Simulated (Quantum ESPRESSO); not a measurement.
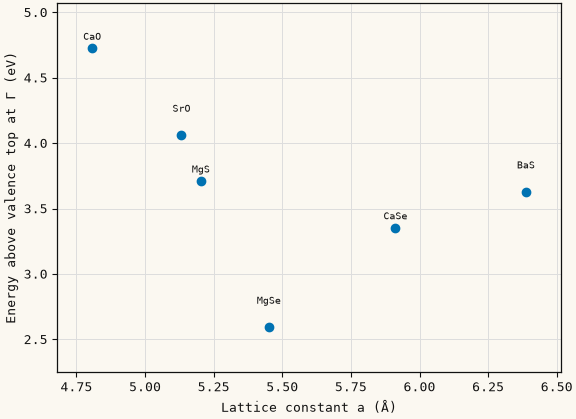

Lowest conduction level at Γ, counted from the valence-band top at Γ, for six rocksalt crystals against the lattice constant, each in its database cell. All by Quantum ESPRESSO with PBE, without spin-orbit coupling, no moments; potentials: SSSP 1.3 efficiency PBE (CaO, MgSe and CaSe); PseudoDojo 0.4.1 SR PBE standard (SrO and BaS); PseudoDojo 0.4 SR PBE stringent (MgS).

Does the value at Γ follow the lattice constant?

Answer. No: there is no clear trend (correlation −0.49). More than one element changes from compound to compound, so size isn't the only cause. The lowest value is 2.59 eV (MgSe) and the highest 4.73 eV (CaO).

```
compound  a (Å)    k mesh  Γ (eV)  smallest gap found (eV)
     CaO  4.807  10×10×10    4.73                     3.65
     SrO  5.133     9×9×9    4.06                     3.32
     MgS  5.203     6×6×6    3.71                     2.78
    MgSe  5.451     8×8×8    2.59                     1.79
    CaSe  5.912     8×8×8    3.35                     2.02
     BaS  6.388     7×7×7    3.63                     2.15
```

LDA, GGA and most meta-GGA functionals understate gaps. Spin-orbit coupling is left out, which matters for Ba and Se. CaO: the cell is a database's computed one. BaS: this release of the barium file is off. The cells are as the databases list them, so they lie at different pressures for this functional. In CaO, SrO, MgS, MgSe, CaSe and BaS the smallest gap lies off the points plotted.
